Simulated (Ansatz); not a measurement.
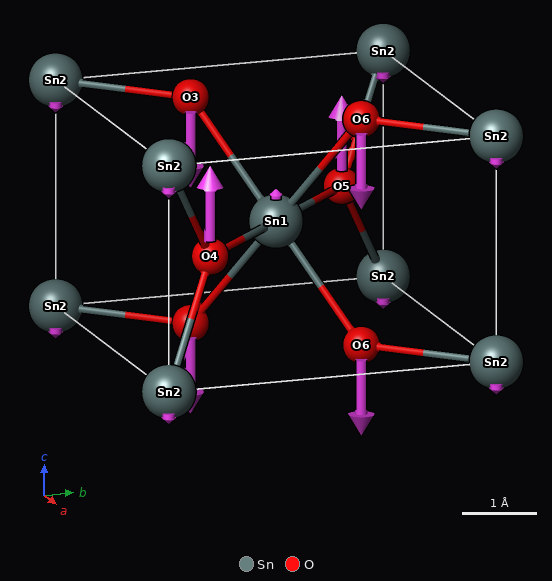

One vibrational mode of a crystal of SnO$_{2}$ at the zone centre. The pink arrows give the relative displacements of the atoms. The picture is a ball-and-stick view of the cell of the calculation, seen slightly off an axis.

These are results of DFT LDA, scalar-relativistic, plane waves, PAW (Ansatz), not measurements.

Input file:
```yaml
crystal:
  lattice:
    - [4.7212714761, 0.0, 0.0]
    - [0.0, 4.7242464798, 0.0]
    - [0.0, 0.0, 3.1900193999]
  atoms:
    - { symbol: Sn, position: [0.5, 0.5, 0.5] }
    - { symbol: Sn, position: [0.0, 0.0, 0.0] }
    - { symbol: O, position: [0.3055669685, 0.3065721192, 0.0] }
    - { symbol: O, position: [0.8055669685, 0.1934278808, 0.5] }
    - { symbol: O, position: [0.1944330315, 0.8065721192, 0.5] }
    - { symbol: O, position: [0.6944330315, 0.6934278808, 0.0] }
basis:
  ecutwfc: 420
kpoints:
  mp_grid: { grid: [6, 6, 8] }
hamiltonian:
  xc: lda
scf:
  occupations: { method: gaussian, width: 0.05 }
output:
  eigenvalues: true
phonons:
  method: fd
  supercell: [1, 1, 1]
  amplitude: 0.02
  eigenvectors: true
  dielectric: false
```

Launched with:
```bash
ansatz run input.yaml --threads 2 --pin off --max-ram 5120MiB --backend cpu --events-out ev --progress --plain --runs-dir out
```

Frequencies are those without the non-analytic (LO–TO) term.

> What mode is this, and where does it lie in the spectrum?

This is the A_u mode at 559 cm⁻¹, optical level 9 of 12, counted from below, silent by symmetry (neither infrared- nor Raman-active). All motion is along c; atoms of one kind move against one another, with no net shift of any sublattice; it stretches the shortest O–Sn bonds (2.05 Å); the kinetic energy is shared as O 92 %, Sn 8 %.
